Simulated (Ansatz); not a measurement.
**Run report: WS2, single-point calculation**

- system: WS2 (Cm, 6 atoms in the cell)
- method: DFT PBE, scalar-relativistic, plane waves, PAW, no spin polarisation (Ansatz 0.2.0)

The structure derives from an entry of the Crystallography Open Database. It belongs to a series of runs on one base structure; here: one atom moved. Figures and captions count atoms from 1; the log counts them from 0 in places.

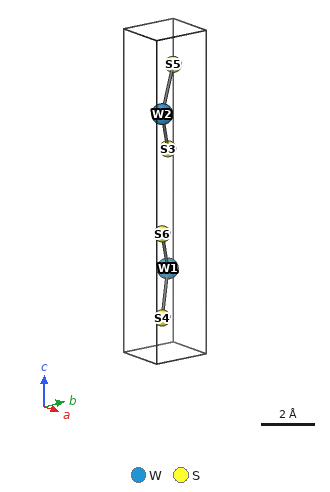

Fig. 1: The input geometry (ball-and-stick view of the cell of the calculation, seen slightly off an axis; atoms are numbered from 1 in the order of the input). Near neighbours in the crystal (not all of them lie inside the picture): W has 6 S at 2.29 to 2.54 Å; S has 3 W at 2.29 to 2.54 Å.

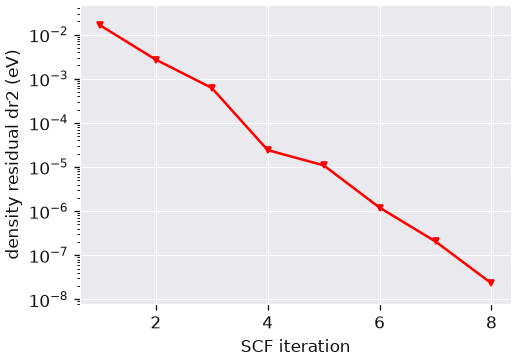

Fig. 2: Convergence of the self-consistent field: density residual dr2 against the SCF iteration. The residual falls at every step.

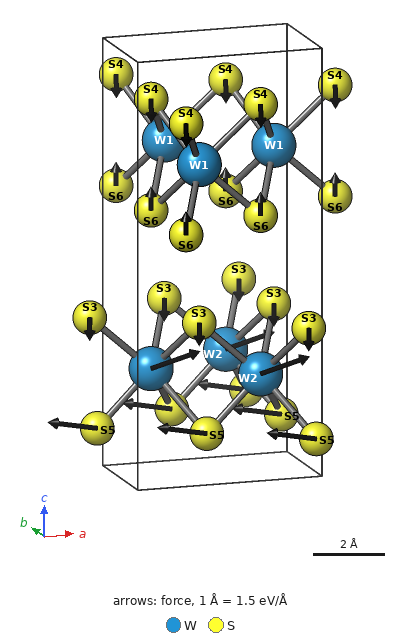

Fig. 3: Forces on the atoms as black arrows (ball-and-stick view of the cell 2 times as large as that of the calculation, set on its symmetry axes, seen slightly off an axis; bonded neighbours outside the cell are drawn too; atoms are numbered from 1 in the order of the input); the smallest are left out. The largest act on W2 (2.30 eV/Å); S5 (2.28 eV/Å); S4, S6 (1.06 eV/Å); S3 (1.03 eV/Å). The geometry is not a stationary point of this energy.

The input and output of the run follow.

Input file
```yaml
crystal:
  lattice:
    - [3.1799996605, 0.0, 0.0]
    - [-1.5899998303, 2.75396049, 0.0]
    - [0.0, 0.0, 12.5]
  atoms:
    - { symbol: W, position: [0.3333333333, 0.6666666667, 0.25] }
    - { symbol: W, position: [0.6666666667, 0.3333333333, 0.75] }
    - { symbol: S, position: [0.3333333333, 0.6666666667, 0.62] }
    - { symbol: S, position: [0.6666666667, 0.3333333333, 0.12] }
    - { symbol: S, position: [0.3741835926, 0.7483671852, 0.88] }
    - { symbol: S, position: [0.6666666667, 0.3333333333, 0.38] }
basis:
  ecutwfc: 420
kpoints:
  mp_grid: { grid: [12, 12, 4] }
hamiltonian:
  xc: pbe
scf:
  occupations: { method: gaussian, width: 0.02 }
output:
  forces: true
  stress: true
  eigenvalues: true
  populations: true
```

The program's output
```
Engine: ansatz 0.2.0, x86_64-unknown-linux-gnu
Pseudopotentials: kind: paw
Pseudopotential: W, paw, valence charge 14, recommended cutoff 420 eV (normal), W.paw.azcp
Pseudopotential: S, paw, valence charge 6, recommended cutoff 420 eV (normal), S.paw.azcp
Functional definition: PBE
  parameter kappa = 0.804
  parameter beta = 0.06672455060314922
  exchange = pbe_x(kappa = kappa, mu = beta*pi^2/3)
  correlation = pbe_c(beta = beta)
Crystal: 6 atoms, lattice volume = 109.470 Å³
Basis set: ecut = 420 eV, 2129 PW (Γ), exchange–correlation on 48×48×180 points (8 copies of the dense FFT grid, shifted against one another)
Bands: 32, of which v1, the nominal top of the filled ones, is band 26 counted from 1 (25 counted from 0)
Symmetry: 2 space group operations
Space group: Cm (ITA 8), of the structure as read, at distance tolerance 4.8e-5 Å
k-points: 164 of 576 (time reversal used)
Non-local potential: W, projectors of the file, l = 0: 3, l = 1: 2, l = 2: 2, l = 3: 1
Non-local potential: S, projectors of the file, l = 0: 2, l = 1: 2, l = 2: 2
PAW form: soft (Blöchl's): semilocal exchange-correlation on the pseudo side does not see the compensation charge
PAW one-centre angular grid: W, 590 points (default); XC on 64 Gauss nodes
PAW one-centre angular grid: S, 110 points (default); XC on 64 Gauss nodes
Initial density: superposition of atomic densities (neutral atoms: chi_scale 0, normalization atom), corrected by the library's trained network
Initial wavefunctions: pseudopotential atomic-orbital guess
Functional: x = pbe(κ = 0.804, μ = 0.2195149727645171), c = pbe(β = 0.06672455060314922)
SCF iter   1: F=—  HF=-24382.427129 eV  |F-HF|=—  |Δ(HF+E_count)|=         —  Δρ=5.02e-3  dr2=1.63e-2  ethr=1.77e-3  ⟨swp⟩=6.5  Hψ=24538  notcnv=0
preconditioner: auto → Resta (q_TF=auto, 2.410 Å⁻¹)  ε∞=7.9  [insulator: Δε(μ)=0.938 eV  Ē_g=8.123 eV  σ=0.020 eV  W_gap=1.00  n_scr=26 (ndim 8)  ℏωp=21.3 eV  f_vac=0.015  D(μ)=0.00/eV (n_scr^D=0)  ε∞_Penn≈7.9]
SCF iter   2: F=—  HF=-24382.432723 eV  |F-HF|=—  |Δ(HF+E_count)|=   5.59e-3  Δρ=2.79e-3  dr2=2.70e-3  ethr=3.13e-5  ⟨swp⟩=2.6  Hψ=10096  notcnv=0  defer=236
SCF iter   3: F=—  HF=-24382.436529 eV  |F-HF|=—  |Δ(HF+E_count)|=   3.81e-3  Δρ=1.06e-3  dr2=6.18e-4  ethr=5.19e-6  ⟨swp⟩=2.2  Hψ=8035  notcnv=0  defer=236
SCF iter   4: F=—  HF=-24382.437151 eV  |F-HF|=—  |Δ(HF+E_count)|=   6.22e-4  Δρ=9.40e-5  dr2=2.41e-5  ethr=1.19e-6  ⟨swp⟩=2.0  Hψ=7608  notcnv=0  defer=236
SCF iter   5: F=—  HF=-24382.437200 eV  |F-HF|=—  |Δ(HF+E_count)|=   4.96e-5  Δρ=4.68e-5  dr2=1.09e-5  ethr=4.63e-8  ⟨swp⟩=2.0  Hψ=7220  notcnv=0  defer=236
SCF iter   6: F=—  HF=-24382.437199 eV  |F-HF|=—  |Δ(HF+E_count)|=   1.30e-6  Δρ=1.75e-5  dr2=1.20e-6  ethr=2.10e-8  ⟨swp⟩=2.0  Hψ=6508  notcnv=0  defer=236
SCF iter   7: F=—  HF=-24382.437199 eV  |F-HF|=—  |Δ(HF+E_count)|=   1.14e-7  Δρ=7.41e-6  dr2=2.05e-7  ethr=2.30e-9  ⟨swp⟩=2.0  Hψ=6801  notcnv=0  defer=236
SCF iter   8: F=-24382.437199 eV  HF=-24382.437199 eV  |F-HF|=1.58e-8  |Δ(HF+E_count)|=   1.76e-8  Δρ=3.12e-6  dr2=2.31e-8  ethr=1.92e-10  ⟨swp⟩=9.3  Hψ=21193  notcnv=0
SCF 1 converged in 8 iterations: F = -24382.437199 eV  dr2 = 2.31e-8
  greatest PAW one-centre occupation: 1.000 electrons in one spin orbital (limit 2), on the W atom at site 0 (counted from 0), in its partial waves of l = 0
SCF converged after 8 iterations
Free energy (F): -24382.437199 eV
Harris-Foulkes:  -24382.437199 eV  (|F-HF|=1.58e-8)
Internal energy: -24382.437199 eV  (E = F + TS)
E sigma→0 (E₀):  -24382.437199 eV
Fermi energy:    11.587391 eV
--- Per-component energies (eV) ---
  E_band       = -391.390549
  E_kinetic    = 1326.159986
  E_local      = -3463.751904  (includes V_loc(G=0)·N_el)
  E_nonlocal   = 114.579772
  E_hartree    = 1364.263475
  E_xc         = -922.059306
  E_vxc        = -827.123622  (∫ρ·V_xc dr)
  E_paw        = -19525.837520  (= ΣΔE_a)
  E_vpaw       = -269.783560  (= ΣTr[D̂ρ^β])
  E_aug_tail   = -0.000106  (compensation charges beyond the density's cutoff)
  E_ewald      = -3275.791597
  E_smearing   = -0.000000  (= −TS)
  E_closure    = -0.000000  (closes the sum)
  Σ components = -24382.437199   (vs F -24382.437199, Δ=0.00e0)
--- Forces (eV/Å), atoms counted from 1 ---
  atom   1  W     -0.00000000     0.01147789    -0.00166503
  atom   2  W     -0.00000000     2.21668775    -0.59861147
  atom   3  S      0.00000000    -0.00206809     1.03090831
  atom   4  S     -0.00000000     0.01493697     1.05938281
  atom   5  S      0.00000000    -2.23643690    -0.43334564
  atom   6  S      0.00000000    -0.00460084    -1.05670700
  max |Σ_I F_I| component: 3.80e-5 eV/Å
--- Stress (GPa, compression-positive) ---
       -2.336553      -0.000000       0.000000
       -0.000000      -0.748798      -5.115178
        0.000000      -5.115178      -5.414165
  P = ⅓ Tr σ = -2.8332 GPa (-28.332 kbar)
--- Band table (eV; the first three rows and the last of 164) ---
  k-point 0: bands = ["-63.3579", "-63.3425", "-27.6199", "-27.6155", "-27.4476", "-27.4474", "-27.4453", "-27.4304", "-4.0587", "-3.8043", "-2.7331", "-2.2862", "3.8366", "4.8977", "7.3257", "8.0052", "8.1119", "8.1130", "8.2458", "8.7786", "9.2675", "9.2696", "9.7213", "9.7639", "10.0023", "11.1134", "12.8553", "13.1336", "13.4820", "13.4986", "13.4999", "13.5229"]
  k-point 1: bands = ["-63.3579", "-63.3425", "-27.6199", "-27.6155", "-27.4477", "-27.4474", "-27.4453", "-27.4304", "-4.0289", "-3.8519", "-2.6589", "-2.3460", "3.9596", "4.6896", "7.5958", "8.0053", "8.1122", "8.1128", "8.2517", "8.7629", "9.1741", "9.2682", "9.2718", "9.7631", "10.4424", "11.0461", "12.8548", "13.1408", "13.4893", "13.4962", "13.4997", "13.5139"]
  k-point 2: bands = ["-63.3579", "-63.3425", "-27.6199", "-27.6155", "-27.4477", "-27.4474", "-27.4453", "-27.4304", "-3.9508", "-3.9466", "-2.4972", "-2.4946", "4.2854", "4.2898", "7.9801", "8.0054", "8.1123", "8.1126", "8.3215", "8.5334", "8.8604", "9.2688", "9.2689", "9.7623", "10.8007", "10.8568", "12.8543", "13.1484", "13.4904", "13.4962", "13.5004", "13.5080"]
  k-point 163: bands = ["-63.3413", "-63.3259", "-27.7111", "-27.6891", "-27.5871", "-27.5864", "-27.5616", "-27.5568", "-1.9272", "-1.8829", "-1.6120", "-1.5660", "5.0871", "5.1150", "5.4240", "5.5700", "6.3453", "6.4647", "7.2049", "7.3188", "7.3955", "7.5666", "8.5136", "8.6319", "10.1133", "10.2345", "12.9034", "12.9728", "13.7871", "13.8402", "14.1000", "14.2650"]
--- Löwdin populations: 6 sites ---
  site symbol       q [e]
     0      W     13.5074
     1      W     13.5144
     2      S      6.1324
     3      S      6.1318
     4      S      6.1220
     5      S      6.1315
  spilling = 0.008855 (of n_electrons = 52.000000)
```

File populations.tsv
```
# site	symbol	l	j	q
# orbitals = lowdin
# n_electrons = 52.000000
# spilling = 0.008855
0	W	0_5S	-	1.979241
0	W	0_6S	-	0.615285
0	W	1_5P	-	5.996664
0	W	2_5D	-	4.916200
1	W	0_5S	-	1.978611
1	W	0_6S	-	0.616504
1	W	1_5P	-	5.995971
1	W	2_5D	-	4.923288
2	S	0_3S	-	1.799990
2	S	1_3P	-	4.332435
3	S	0_3S	-	1.799907
3	S	1_3P	-	4.331852
4	S	0_3S	-	1.797709
4	S	1_3P	-	4.324340
5	S	0_3S	-	1.800075
5	S	1_3P	-	4.331458
```

Summary

```tsv
quantity	value
outcome	converged
space group (tolerance 0.01 Å)	Cm (8)
electrons treated	52
free energy	−24382.4372 eV
Fermi energy	11.587 eV
gap on the k-point mesh	0.95 eV
pressure	−2.83 GPa
largest force (length of the vector)	2.296 eV/Å
hardware	1 thread of an x86-64 CPU, shared host
wall time	37 s
peak memory	0.69 GiB
```

Spin–orbit coupling is left out, which matters for W.
